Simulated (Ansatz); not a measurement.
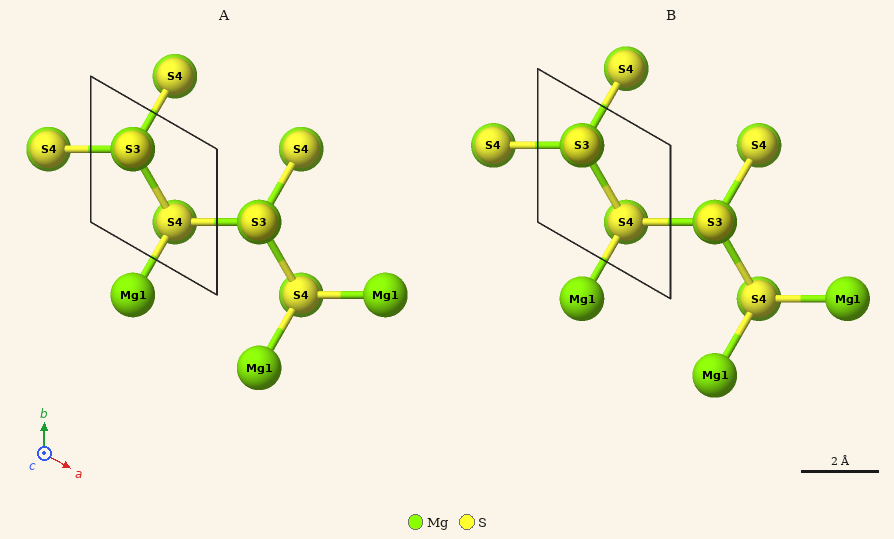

Two geometries of a crystal of MgS (built on the wurtzite type), drawn at one scale. One is the start of a relaxation, the other its converged end. The picture is a ball-and-stick view of the cell of the calculation, repeated 2 × 1 × 1 with one cell outlined, seen along the c axis.

All numbers below come from Ansatz 0.2.0, DFT, PBEsol, plane waves, PAW. (plane-wave cutoff 420 eV; k-point mesh 6 × 6 × 4; occupations fermi dirac; smearing width 0.03 eV; no spin polarisation; cell and atoms relaxed; force threshold 0.01 eV/Å; at most 120 steps)

**Which one is relaxed?**

Structure B is the relaxed one. The largest moves relative to the cell, 0.023 Å, are those of Mg and S atoms. Largest moves by element: S 0.023 Å, Mg 0.023 Å. The volume changes by +13.5 %, with a = b 3.831 → 4.028 Å (+5.1 %), c 6.255 → 6.421 Å (+2.6 %). Among the contacts that change: Mg–S 2.346 → 2.454 Å. The space group stays P6_3mc (No. 186). The energy falls by 0.292 eV per cell of the calculation in 3 accepted moves (4 points after the start). The largest force component goes from 0.069 to 0.0029 eV/Å. The pressure goes from 9.49 to 0.00 GPa. The SCF was repeated once at an unchanged geometry on a basis and grid sized afresh for the cell, which shifted the energy by 0.6 meV per cell of the calculation at most. The run took 6.5 s on 2 threads of Arm Neoverse V2 (shared host), peak memory 0.35 GiB.
